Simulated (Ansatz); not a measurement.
System: BeS, space group I4cm (No. 108) (cell built by us, not taken from a database).

Structure:
```
CELL_PARAMETERS angstrom
-3.37489 3.37489 2.83876
3.37489 -3.37489 2.83876
3.37489 3.37489 -2.83876
ATOMIC_POSITIONS crystal
Be 0.54576 0.04576 0.22233
Be 0.82343 0.32343 0.77767
Be 0.04576 0.82343 0.50000
Be 0.32343 0.54576 0.50000
S 0.65757 0.47324 0.50000
S 0.97324 0.15757 0.50000
S 0.15757 0.65757 0.18433
S 0.47324 0.97324 0.81567
```

How it was computed, with Ansatz 0.2.0: harmonic phonon frequencies at the irreducible points of a q mesh with atoms at rest in the given cell, q in fractions of the reciprocal cell vectors, no long-range term at q = 0, imaginary frequencies are negative, the first points where there are many; plane waves with PAW datasets. Level: PBE, no spin polarisation.

wave cutoff 420 eV; k mesh 6×6×6; occupations fixed; pressure 0 GPa; phonon method linear response; q mesh 2×2×2.

Predict the phonon frequencies at several wave vectors (in fractions of the reciprocal vectors of the given cell).

No frequency is imaginary, so the structure is stable to these displacements at the wave vectors computed. The highest mode among the wave vectors computed lies at 690.3 cm⁻¹, at (0 0 −0.5) (at the zone centre itself the field of polar modes is left out).

```tsv
at	frequency (cm⁻¹)
(0 0 0)	0.0
(0 0 0)	0.0
(0 0 0)	0.0
(0 0 0)	158.6
(0 0 0)	221.9
(0 0 0)	267.5
(0 0 0)	267.5
(0 0 0)	286.2
(0 0 0)	311.1
(0 0 0)	311.4
(0 0 0)	311.4
(0 0 0)	377.2
(0 0 0)	384.2
(0 0 0)	429.1
(0 0 0)	461.6
(0 0 0)	461.6
(0 0 0)	542.1
(0 0 0)	542.1
(0 0 0)	554.8
(0 0 0)	557.0
(0 0 0)	567.5
(0 0 0)	567.5
(0 0 0)	590.1
(0 0 0)	622.3
(0 0 -0.5)	98.6
(0 0 -0.5)	141.4
(0 0 -0.5)	165.9
(0 0 -0.5)	181.3
(0 0 -0.5)	198.3
(0 0 -0.5)	220.5
(0 0 -0.5)	228.0
(0 0 -0.5)	252.6
(0 0 -0.5)	308.2
(0 0 -0.5)	311.6
(0 0 -0.5)	321.1
(0 0 -0.5)	367.2
(0 0 -0.5)	378.2
(0 0 -0.5)	421.8
(0 0 -0.5)	469.1
(0 0 -0.5)	484.1
(0 0 -0.5)	523.9
(0 0 -0.5)	532.4
(0 0 -0.5)	548.3
(0 0 -0.5)	569.5
(0 0 -0.5)	571.1
(0 0 -0.5)	590.5
(0 0 -0.5)	616.6
(0 0 -0.5)	690.3
(0 -0.5 0)	144.9
(0 -0.5 0)	144.9
(0 -0.5 0)	187.5
(0 -0.5 0)	187.5
(0 -0.5 0)	210.1
(0 -0.5 0)	210.1
(0 -0.5 0)	229.8
(0 -0.5 0)	229.8
(0 -0.5 0)	270.1
(0 -0.5 0)	270.1
(0 -0.5 0)	362.3
(0 -0.5 0)	362.3
```
(the first 60 of 96 rows)

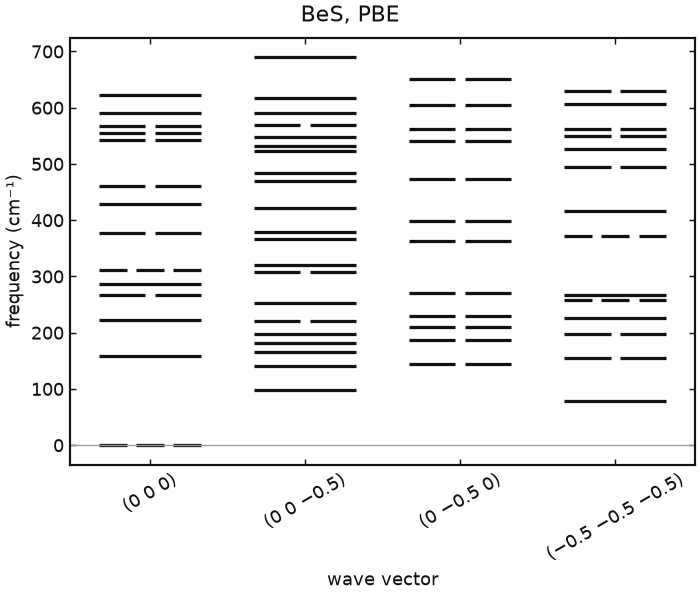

Imaginary frequencies are drawn as negative.
